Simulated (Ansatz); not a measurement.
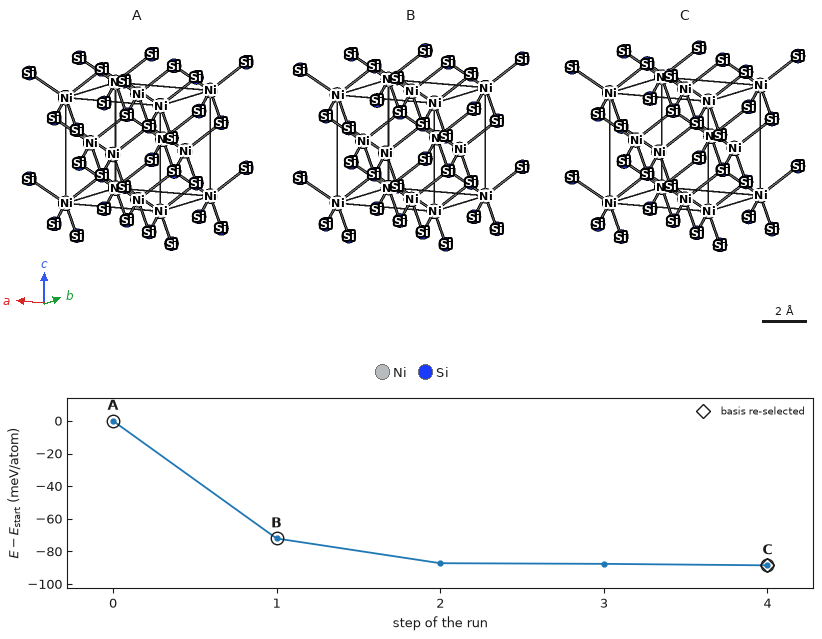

Frames of a relaxation of a crystal of SiNi (built on the zinc blende type) (coarse preliminary run), marked on the history of the run. Style: ball-and-stick. Shown: the conventional cell (4 times the calculation's cell), from a free direction. Lengths and directions refer to the drawn axes.

Theory: DFT PBE, scalar-relativistic, plane waves, PAW in Ansatz. Set-up: plane-wave cutoff 420 eV; k-point mesh 8 × 8 × 8; occupations gaussian; smearing width 0.1 eV; no spin polarisation; cell and atoms relaxed; force threshold 0.05 eV/Å; at most 80 steps.

Describe the path.

Over 3 accepted moves (4 points after the start) the energy falls by 88.5 meV per atom. All forces vanish by symmetry, so only the cell relaxes. Pressure: 15.92 GPa at the start and 0.18 GPa at the end. At 1 point the geometry stayed and the basis and grid were re-selected for the new cell (energy shift of 0.9 meV per atom at most each time). The atoms keep their places relative to the cell (all moves are under 0.005 Å). The drawn cell changes as follows: a = b = c 4.942 → 5.147 Å (+4.2 %); the volume changes by +13.0 %. Among the contacts that change: Ni–Si 2.140 → 2.229 Å. The space group stays F-43m (No. 216). The run took 9 s on 1 thread of Arm Neoverse V1 (shared host), peak memory 0.3 GiB. From step 0 to 1: volume +7.2 %, energy −72.0 meV per atom. From step 1 to 4: volume +5.4 %, energy −16.5 meV per atom.

```
step  E − E(0), meV/atom  pressure, GPa  volume, Å³/atom                      note
   0                0.00          15.92           15.084                          
   1              -72.04           5.98           16.170                          
   2              -87.20           0.92           16.902                          
   3              -87.60           0.07           17.042                          
   4              -88.51           0.18           17.042  same geometry, new basis
```
